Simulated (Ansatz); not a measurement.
Geometry relaxation, with input and output: Re (part 1 of 2)

Re (slab, 4 atoms in the cell), computed with DFT, PBE, PAW with Ansatz's default frozen-core files, scalar-relativistic, no spin polarisation (Ansatz 0.2.0).

It belongs to a series of runs on one base structure; here: atoms relaxed, PAW files.

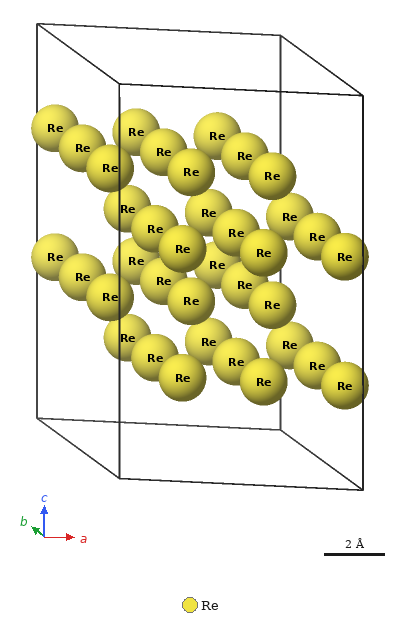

The structure as given in the input (spheres-only view of the 3 × 3 repeat of the cell, with the vacuum cut short, seen slightly off an axis). An atom can appear more than once, as a periodic image.

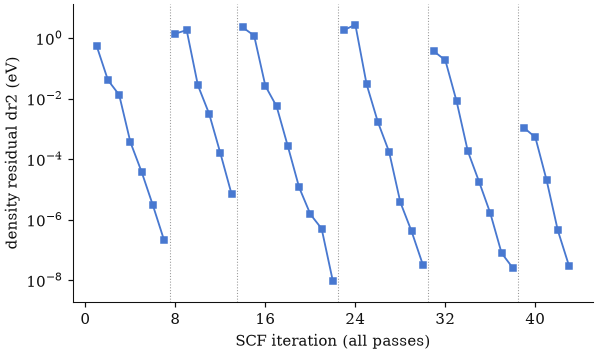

Convergence of the self-consistent field: density residual dr2 against the SCF iteration. The dotted lines part the SCF passes of the relaxation: geometry steps, rejected trials and re-solves on a re-selected basis. The 6 passes take 5 to 9 iterations each, 43 in all.

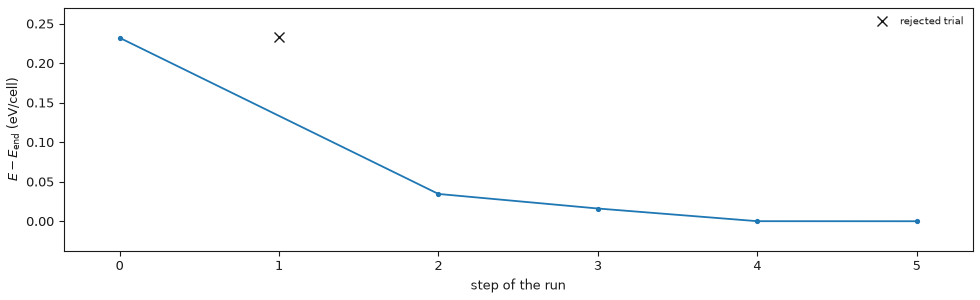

Progress of the relaxation, step by step (the first geometry is step 0 here and step 1 in the log).

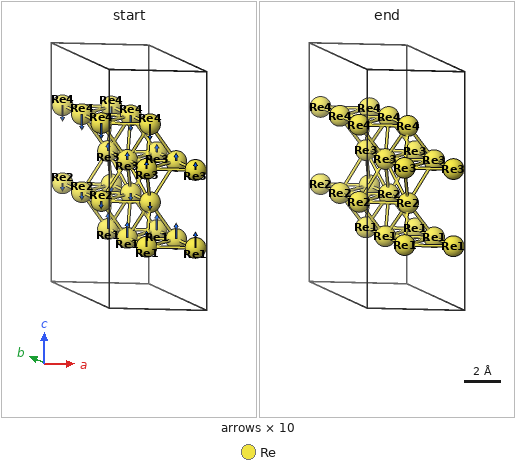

Before (left) and after (right) the relaxation, at one scale (ball-and-stick view of the 2 × 3 repeat of the cell, with the vacuum cut short, seen slightly off an axis). The blue arrows give the displacements, magnified 10 times. Over 5 geometry steps the energy falls by 0.232 eV per cell of the calculation. Largest force component: 1.6 eV/Å at the start, 0.00058 eV/Å at the end. The line search rejected the trial step at point 1 (counted from 0) and went back. The largest moves, 0.095 Å, are those of Re1 and Re4. The cell doesn't change. Among the contacts that change: Re1–Re2 2.756 → 2.640 Å, Re2–Re3 2.756 → 2.836 Å. (Atoms are counted from 1 in the order of the input.)

These pictures come from the run below.

**Input**
```yaml
crystal:
  lattice:
    - [2.7751003076, 0.0, 0.0]
    - [-1.3875501538, 2.4033073644, 0.0]
    - [0.0, 0.0, 19.7256]
  atoms:
    - { symbol: Re, position: [0.833333333, 0.166666667, 0.3295221698] }
    - { symbol: Re, position: [0.166666667, 0.833333333, 0.4431740568] }
    - { symbol: Re, position: [0.833333333, 0.166666667, 0.5568259432] }
    - { symbol: Re, position: [0.166666667, 0.833333333, 0.6704778302] }
kpoints:
  mp_grid: { grid: [14, 14, 1] }
scf:
  occupations: { method: fermi_dirac, width: 0.05 }
hamiltonian:
  xc: pbe
  pseudopotentials: { kind: paw }
output:
  forces: true
  stress: true
  eigenvalues: true
relax:
  f_tol: 0.01
  max_steps: 40
efield:
  axis: 3
  amplitude: 0
  dipole_correction: true
```

Launch command:
```bash
ansatz run input.yaml --threads 2 --pin off --max-ram 4096MiB --backend cpu --events-out ev --progress --plain --runs-dir out
```

**The program's output**
```
Warning: output.stress: scf.convergence.dr2_threshold = 1e-7 eV (the SCF's general default) is looser than the 4e-10 eV advised for a printed stress (1e-10 eV for each atom of the cell: 4). What an SCF threshold leaves in a stress goes as its square root, and in the free energy as the threshold itself, and one threshold admits the most on a small cell: of the crystals measured, under no hybrid functional and no lock of the moments, on runs that ended without the residual-converged pass, on stresses that held no estimate of that error, the worst erred by over 100 MPa in a component at 1e-7 eV an atom and by under 5 at 1e-10. Every solve of this run answers to scf.convergence.dr2_threshold, and the tensor of one is reported: a single SCF on the reported geometry and on this run's grids (its basis.xc_grid and basis.ecutrho_ratio typed), with scf.convergence.dr2_threshold at 4e-10 eV or tighter, prints it and tightens no other solve. Else set scf.convergence.dr2_threshold to 4e-10 eV or tighter. The threshold is an SCF's pass mark: one that does not reach it within its budget of iterations ends unconverged, or closes short of it on a stop that the run arms, and scf.convergence.dr2_threshold's page says what that costs each kind of run
Engine: ansatz 0.2.0, aarch64-unknown-linux-gnu
Pseudopotentials: kind: paw
Pseudopotential: Re, paw, valence charge 15, recommended cutoff 420 eV (normal), Re.paw.azcp
Functional definition: PBE
  parameter kappa = 0.804
  parameter beta = 0.06672455060314922
  exchange = pbe_x(kappa = kappa, mu = beta*pi^2/3)
  correlation = pbe_c(beta = beta)
Crystal: 4 atoms, lattice volume = 131.558 Å³
Basis set: ecut = 420 eV, 2561 PW (Γ), exchange–correlation on 40×40×270 points (8 copies of the dense FFT grid, shifted against one another)
Bands: 36, of which v1, the nominal top of the filled ones, is band 30 counted from 1 (29 counted from 0)
Symmetry: 6 space group operations
k-points: 24 of 196 (time reversal used)
Non-local potential: Re, projectors of the file, l = 0: 3, l = 1: 2, l = 2: 2, l = 3: 1
PAW form: soft (Blöchl's): semilocal exchange-correlation on the pseudo side does not see the compensation charge
PAW one-centre angular grid: Re, 590 points (default); XC on 64 Gauss nodes
Initial density: superposition of atomic densities (neutral atoms: chi_scale 0, normalization atom), corrected by the library's trained network
Initial wavefunctions: pseudopotential atomic-orbital guess
Functional: x = pbe(κ = 0.804, μ = 0.2195149727645171), c = pbe(β = 0.06672455060314922)
SCF iter   1: F=—  HF=-43469.953532 eV  |F-HF|=—  |Δ(HF+E_count)|=         —  Δρ=7.79e-3  dr2=5.45e-1  ethr=1.77e-3  p=0.000 e·Å  D=7.67e-15 V/Å  ΔV_dip=-0.00 eV  dr2_dipole=6.30e-7  V_vac-E_F(+/−)=5.18/5.18 eV  ⟨swp⟩=7.8  Hψ=3938  notcnv=0
efield: sawtooth ramp at fractional position 0.9500 (placed from the atoms, in the widest stretch of the axis that holds none; the zero of the levels goes with the place), width 0.1000; the density the first Hamiltonian is built on has a dipole p = 0.000 e·Å; the dipole correction subtracts the counter field D = 7.67e-15 V/Å, which shifts the + side's vacuum level by -0.00 eV against the − side's; the planar-averaged density in the ramp window peaks in size at 1.2e-4 e/Å³
preconditioner: auto → LDOS  [metal: Δε(μ)=0.030 eV  Ē_g=4.832 eV  σ=0.050 eV  W_gap=0.15  n_scr=14 (ndim 8)  ℏωp=17.1 eV  f_vac=0.467  D(μ)=3.99/eV (n_scr^D=14)  β→1.0]
SCF iter   2: F=—  HF=-43469.937426 eV  |F-HF|=—  |Δ(HF+E_count)|=   1.61e-2  Δρ=3.10e-3  dr2=4.08e-2  ethr=9.08e-4  p=0.000 e·Å  D=2.35e-6 V/Å  ΔV_dip=-0.00 eV  dr2_dipole=1.02e-6  V_vac-E_F(+/−)=5.01/5.01 eV  ⟨swp⟩=2.3  Hψ=1339  notcnv=0  defer=13
SCF iter   3: F=—  HF=-43469.934062 eV  |F-HF|=—  |Δ(HF+E_count)|=   3.36e-3  Δρ=1.63e-3  dr2=1.32e-2  ethr=6.80e-5  p=0.000 e·Å  D=1.07e-5 V/Å  ΔV_dip=-0.00 eV  dr2_dipole=1.28e-7  V_vac-E_F(+/−)=5.08/5.08 eV  ⟨swp⟩=3.0  Hψ=1768  notcnv=0  defer=14
SCF iter   4: F=—  HF=-43469.931372 eV  |F-HF|=—  |Δ(HF+E_count)|=   2.69e-3  Δρ=3.37e-4  dr2=3.60e-4  ethr=2.20e-5  p=0.000 e·Å  D=4.74e-6 V/Å  ΔV_dip=-0.00 eV  dr2_dipole=2.43e-8  V_vac-E_F(+/−)=5.06/5.06 eV  ⟨swp⟩=2.2  Hψ=1302  notcnv=0  defer=14
SCF iter   5: F=—  HF=-43469.931407 eV  |F-HF|=—  |Δ(HF+E_count)|=   3.43e-5  Δρ=1.26e-4  dr2=3.73e-5  ethr=6.00e-7  p=0.000 e·Å  D=3.81e-7 V/Å  ΔV_dip=-0.00 eV  dr2_dipole=9.67e-11  V_vac-E_F(+/−)=5.05/5.05 eV  ⟨swp⟩=2.4  Hψ=1499  notcnv=0  defer=14
SCF iter   6: F=—  HF=-43469.931405 eV  |F-HF|=—  |Δ(HF+E_count)|=   1.33e-6  Δρ=3.38e-5  dr2=2.94e-6  ethr=6.22e-8  p=0.000 e·Å  D=2.90e-7 V/Å  ΔV_dip=-0.00 eV  dr2_dipole=2.52e-11  V_vac-E_F(+/−)=5.05/5.05 eV  ⟨swp⟩=2.7  Hψ=1595  notcnv=0  defer=14
SCF iter   7: F=-43469.931406 eV  HF=-43469.931406 eV  |F-HF|=1.22e-7  |Δ(HF+E_count)|=   7.21e-7  Δρ=1.21e-5  dr2=2.04e-7  ethr=4.17e-9  p=-0.000 e·Å  D=-2.07e-7 V/Å  ΔV_dip=0.00 eV  dr2_dipole=5.15e-11  V_vac-E_F(+/−)=5.05/5.05 eV  ⟨swp⟩=9.6  Hψ=3860  notcnv=0
WARN: efield: at this solve's end the planar-averaged density reaches 2.42e-5 e/Å³ inside the ramp window [0.8993, 0.1007] (bound 1e-5 e/Å³); the window's nearer edge stands 4.51 Å from this solve's nearest atom along the axis. Its work functions, free energy, forces, stress, dipole, levels and responses can be off, and this figure does not tell by how much. A short vacuum, a low `basis.ecutwfc` or `basis.ecutrho_ratio` and negative occupations (`scf.occupations.method`) can put density there. See the manual's quickstart, § The vacuum guard
SCF 1 converged in 7 iterations: F = -43469.931406 eV  dr2 = 2.04e-7
  greatest PAW one-centre occupation: 1.000 electrons in one spin orbital (limit 2), on the Re atom at site 2 (counted from 0), in its partial waves of l = 0
relax step   1: F+E_penalty+E_count = -43469.93140608 eV  Δ(F+E_penalty+E_count) = +0.000e0 eV  max|allowed force component| = 1.550e0 eV/Å  Δτ_max = 0.0000 Å  (7 SCF iters, dr2 threshold 2.50e-6 eV, accepted)
Initial density: handed on by an earlier stage of this run
Initial wavefunctions: those handed on with the density
iter 1 solved again at ethr=2.28e-3 eV; its pass at ethr=3.10e-3 eV (dr2=1.37e0 eV) is discarded
SCF iter   1: F=—  HF=-43470.172730 eV  |F-HF|=—  |Δ(HF+E_count)|=         —  Δρ=2.00e-2  dr2=1.40e0  ethr=2.28e-3  p=-0.000 e·Å  D=-2.07e-7 V/Å  ΔV_dip=0.00 eV  dr2_dipole=5.77e-12  V_vac-E_F(+/−)=5.23/5.23 eV  ⟨swp⟩=1.4  Hψ=3995  notcnv=0
efield: sawtooth ramp at fractional position 0.9500 (handed on by an earlier solve), width 0.1000; the density the first Hamiltonian is built on has a dipole p = -0.000 e·Å; the dipole correction subtracts the counter field D = -2.07e-7 V/Å, which shifts the + side's vacuum level by +0.00 eV against the − side's; the planar-averaged density in the ramp window peaks in size at 1.4e-5 e/Å³
preconditioner: auto → LDOS  [metal: Δε(μ)=0.012 eV  Ē_g=5.309 eV  σ=0.050 eV  W_gap=0.06  n_scr=14 (ndim 8)  ℏωp=17.1 eV  f_vac=0.490  D(μ)=2.54/eV (n_scr^D=10)  β→1.0]
SCF iter   2: F=—  HF=-43470.302599 eV  |F-HF|=—  |Δ(HF+E_count)|=   1.30e-1  Δρ=1.86e-2  dr2=1.83e0  ethr=2.28e-3  p=0.000 e·Å  D=9.50e-6 V/Å  ΔV_dip=-0.00 eV  dr2_dipole=5.24e-10  V_vac-E_F(+/−)=4.68/4.68 eV  ⟨swp⟩=3.6  Hψ=1974  notcnv=0
SCF iter   3: F=—  HF=-43469.931437 eV  |F-HF|=—  |Δ(HF+E_count)|=   3.71e-1  Δρ=3.51e-3  dr2=2.74e-2  ethr=2.28e-3  p=0.000 e·Å  D=4.50e-6 V/Å  ΔV_dip=-0.00 eV  dr2_dipole=7.10e-10  V_vac-E_F(+/−)=4.87/4.87 eV  ⟨swp⟩=2.0  Hψ=1510  notcnv=0  defer=17
SCF iter   4: F=—  HF=-43469.930010 eV  |F-HF|=—  |Δ(HF+E_count)|=   1.43e-3  Δρ=9.24e-4  dr2=3.13e-3  ethr=4.57e-5  p=0.000 e·Å  D=1.18e-6 V/Å  ΔV_dip=-0.00 eV  dr2_dipole=2.68e-12  V_vac-E_F(+/−)=4.88/4.88 eV  ⟨swp⟩=3.0  Hψ=1856  notcnv=0  defer=17
SCF iter   5: F=—  HF=-43469.930364 eV  |F-HF|=—  |Δ(HF+E_count)|=   3.53e-4  Δρ=2.77e-4  dr2=1.55e-4  ethr=5.22e-6  p=0.000 e·Å  D=5.42e-7 V/Å  ΔV_dip=-0.00 eV  dr2_dipole=1.18e-11  V_vac-E_F(+/−)=4.86/4.86 eV  ⟨swp⟩=2.4  Hψ=1268  notcnv=0  defer=17
SCF iter   6: F=-43469.930406 eV  HF=-43469.930404 eV  |F-HF|=2.72e-6  |Δ(HF+E_count)|=   3.99e-5  Δρ=7.28e-5  dr2=6.83e-6  ethr=1.67e-7  p=0.000 e·Å  D=1.24e-7 V/Å  ΔV_dip=-0.00 eV  dr2_dipole=1.37e-13  V_vac-E_F(+/−)=4.86/4.86 eV  ⟨swp⟩=9.2  Hψ=4642  notcnv=0
WARN: efield: at this solve's end the planar-averaged density reaches 1.62e-5 e/Å³ inside the ramp window [0.8993, 0.1007] (bound 1e-5 e/Å³); the window's nearer edge stands 4.71 Å from this solve's nearest atom along the axis. Its work functions, free energy, forces, stress, dipole, levels and responses can be off, and this figure does not tell by how much. A short vacuum, a low `basis.ecutwfc` or `basis.ecutrho_ratio` and negative occupations (`scf.occupations.method`) can put density there. See the manual's quickstart, § The vacuum guard
SCF 2 converged in 6 iterations: F = -43469.930406 eV  dr2 = 6.83e-6
relax step   2: F+E_penalty+E_count = -43469.93040638 eV  Δ(F+E_penalty+E_count) = +9.997e-4 eV  max|allowed force component| = 2.038e0 eV/Å  Δτ_max = 0.1949 Å  (6 SCF iters, dr2 threshold 1.00e-4 eV, rejected (line search))
SCF iter   1: F=—  HF=-43470.245220 eV  |F-HF|=—  |Δ(HF+E_count)|=         —  Δρ=1.77e-2  dr2=2.23e0  ethr=3.10e-3  p=0.000 e·Å  D=1.24e-7 V/Å  ΔV_dip=-0.00 eV  dr2_dipole=8.30e-11  V_vac-E_F(+/−)=4.84/4.84 eV  ⟨swp⟩=5.7  Hψ=2642  notcnv=0  defer=1
efield: sawtooth ramp at fractional position 0.9500 (handed on by an earlier solve), width 0.1000; the density the first Hamiltonian is built on has a dipole p = 0.000 e·Å; the dipole correction subtracts the counter field D = 1.24e-7 V/Å, which shifts the + side's vacuum level by -0.00 eV against the − side's; the planar-averaged density in the ramp window peaks in size at 2.4e-5 e/Å³
preconditioner: auto → LDOS  [metal: Δε(μ)=0.032 eV  Ē_g=4.918 eV  σ=0.050 eV  W_gap=0.16  n_scr=14 (ndim 8)  ℏωp=17.1 eV  f_vac=0.468  D(μ)=3.04/eV (n_scr^D=12)  β→1.0]
SCF iter   2: F=—  HF=-43470.225496 eV  |F-HF|=—  |Δ(HF+E_count)|=   1.97e-2  Δρ=1.25e-2  dr2=1.20e0  ethr=3.10e-3  p=0.000 e·Å  D=1.23e-6 V/Å  ΔV_dip=-0.00 eV  dr2_dipole=2.76e-10  V_vac-E_F(+/−)=5.33/5.33 eV  ⟨swp⟩=2.0  Hψ=1439  notcnv=0  defer=18
SCF iter   3: F=—  HF=-43470.135242 eV  |F-HF|=—  |Δ(HF+E_count)|=   9.03e-2  Δρ=2.53e-3  dr2=2.61e-2  ethr=2.01e-3  p=0.000 e·Å  D=7.96e-7 V/Å  ΔV_dip=-0.00 eV  dr2_dipole=1.76e-11  V_vac-E_F(+/−)=5.09/5.09 eV  ⟨swp⟩=2.0  Hψ=1317  notcnv=0  defer=18
SCF iter   4: F=—  HF=-43470.129135 eV  |F-HF|=—  |Δ(HF+E_count)|=   6.11e-3  Δρ=1.21e-3  dr2=5.48e-3  ethr=4.34e-5  p=0.000 e·Å  D=4.74e-7 V/Å  ΔV_dip=-0.00 eV  dr2_dipole=2.13e-12  V_vac-E_F(+/−)=5.09/5.09 eV  ⟨swp⟩=3.0  Hψ=1746  notcnv=0  defer=18
SCF iter   5: F=—  HF=-43470.128945 eV  |F-HF|=—  |Δ(HF+E_count)|=   1.90e-4  Δρ=3.63e-4  dr2=2.62e-4  ethr=9.13e-6  p=0.000 e·Å  D=3.84e-7 V/Å  ΔV_dip=-0.00 eV  dr2_dipole=2.15e-11  V_vac-E_F(+/−)=5.08/5.08 eV  ⟨swp⟩=2.0  Hψ=1130  notcnv=0  defer=18
SCF iter   6: F=—  HF=-43470.129000 eV  |F-HF|=—  |Δ(HF+E_count)|=   5.44e-5  Δρ=8.69e-5  dr2=1.16e-5  ethr=4.37e-7  p=0.000 e·Å  D=1.11e-7 V/Å  ΔV_dip=-0.00 eV  dr2_dipole=3.91e-13  V_vac-E_F(+/−)=5.06/5.06 eV  ⟨swp⟩=2.2  Hψ=1239  notcnv=0  defer=18
SCF iter   7: F=—  HF=-43470.129006 eV  |F-HF|=—  |Δ(HF+E_count)|=   6.09e-6  Δρ=2.58e-5  dr2=1.50e-6  ethr=1.93e-8  p=0.000 e·Å  D=7.65e-8 V/Å  ΔV_dip=-0.00 eV  dr2_dipole=2.68e-12  V_vac-E_F(+/−)=5.06/5.06 eV  ⟨swp⟩=3.0  Hψ=1737  notcnv=0  defer=18
SCF iter   8: F=—  HF=-43470.129006 eV  |F-HF|=—  |Δ(HF+E_count)|=   1.04e-7  Δρ=7.11e-6  dr2=5.01e-7  ethr=2.50e-9  p=0.000 e·Å  D=1.38e-8 V/Å  ΔV_dip=-0.00 eV  dr2_dipole=2.06e-13  V_vac-E_F(+/−)=5.06/5.06 eV  ⟨swp⟩=2.5  Hψ=1420  notcnv=0  defer=18
SCF iter   9: F=-43470.129006 eV  HF=-43470.129006 eV  |F-HF|=4.02e-9  |Δ(HF+E_count)|=   1.65e-9  Δρ=1.63e-6  dr2=9.22e-9  ethr=1.67e-10  p=0.000 e·Å  D=2.70e-8 V/Å  ΔV_dip=-0.00 eV  dr2_dipole=9.19e-14  V_vac-E_F(+/−)=5.06/5.06 eV  ⟨swp⟩=8.2  Hψ=4131  notcnv=0
WARN: efield: at this solve's end the planar-averaged density reaches 2.33e-5 e/Å³ inside the ramp window [0.8993, 0.1007] (bound 1e-5 e/Å³); the window's nearer edge stands 4.55 Å from this solve's nearest atom along the axis. Its work functions, free energy, forces, stress, dipole, levels and responses can be off, and this figure does not tell by how much. A short vacuum, a low `basis.ecutwfc` or `basis.ecutrho_ratio` and negative occupations (`scf.occupations.method`) can put density there. See the manual's quickstart, § The vacuum guard
SCF 3 converged in 9 iterations: F = -43470.129006 eV  dr2 = 9.22e-9
  greatest PAW one-centre occupation: 1.000 electrons in one spin orbital (limit 2), on the Re atom at site 1 (counted from 0), in its partial waves of l = 0
relax step   3: F+E_penalty+E_count = -43470.12900583 eV  Δ(F+E_penalty+E_count) = -1.976e-1 eV  max|allowed force component| = 3.704e-1 eV/Å  Δτ_max = 0.0928 Å  (9 SCF iters, accepted)
iter 1 solved again at ethr=3.00e-3 eV; its pass at ethr=3.10e-3 eV (dr2=1.80e0 eV) is discarded
```
